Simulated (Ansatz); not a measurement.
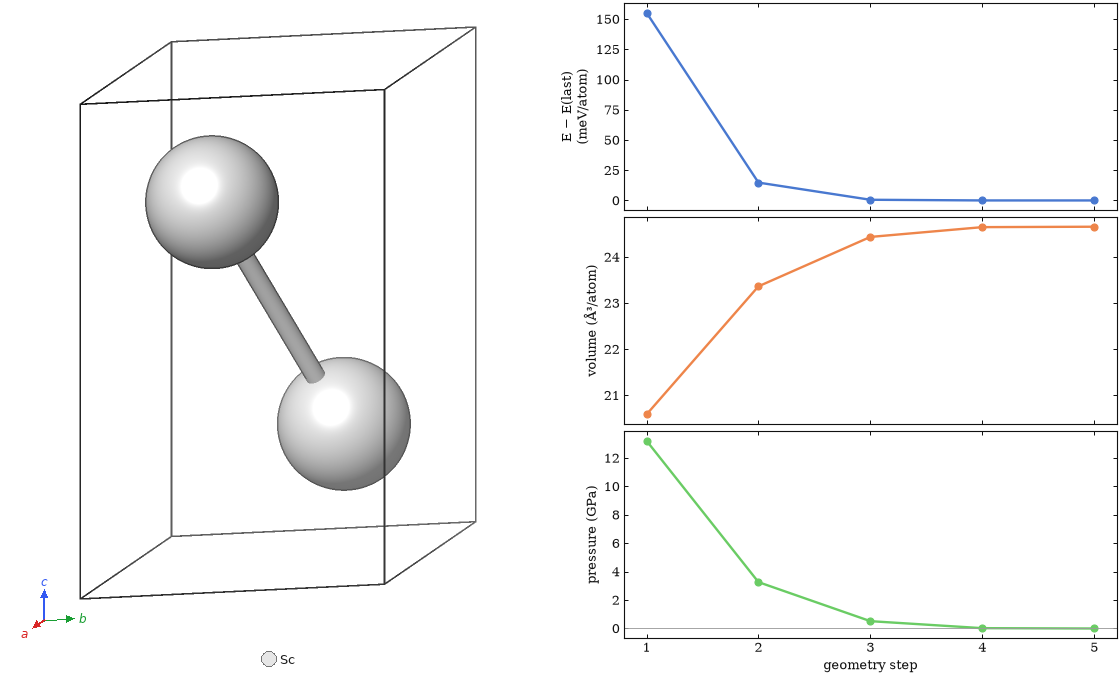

Beside the plot: the structure at the start.

History of a geometry optimisation. Atoms and cell relax. A closing SCF on a freshly chosen basis isn't drawn.

```
crystal:
  lattice:
    - [3.0842924831, 0.0, 0.0]
    - [-1.5421462416, 2.6710756431, 0.0]
    - [0.0, 0.0, 4.9965538226]
  atoms:
    - { symbol: Sc, position: [0.3333333333, 0.6666666667, 0.25] }
    - { symbol: Sc, position: [0.6666666667, 0.3333333333, 0.75] }
kpoints:
  mp_grid: { grid: [15, 15, 8] }
scf:
  occupations: { method: fermi_dirac, width: 0.05 }
hamiltonian:
  xc: pbe
  pseudopotentials: { kind: paw }
output:
  forces: true
  stress: true
relax:
  f_tol: 0.005
  max_steps: 80
  cell: {}
```

Launched with:
```bash
ansatz run input.yaml --threads 1 --pin off --max-ram 2048MiB --backend cpu --events-out ev --progress --plain --runs-dir out
```

Question: How did the optimisation end?

Answer: The optimisation met its thresholds at geometry 5, counting the start as the first. The energy fell by about 160 meV/atom from the first step to the last. All forces vanish by symmetry, so only the cell moves.

Question: What happens to the cell?

Answer: The volume grows from 20.6 to 24.7 Å³ per atom (+20 %), as the pressure goes from 13 GPa to about 0 GPa. The start was compressed.
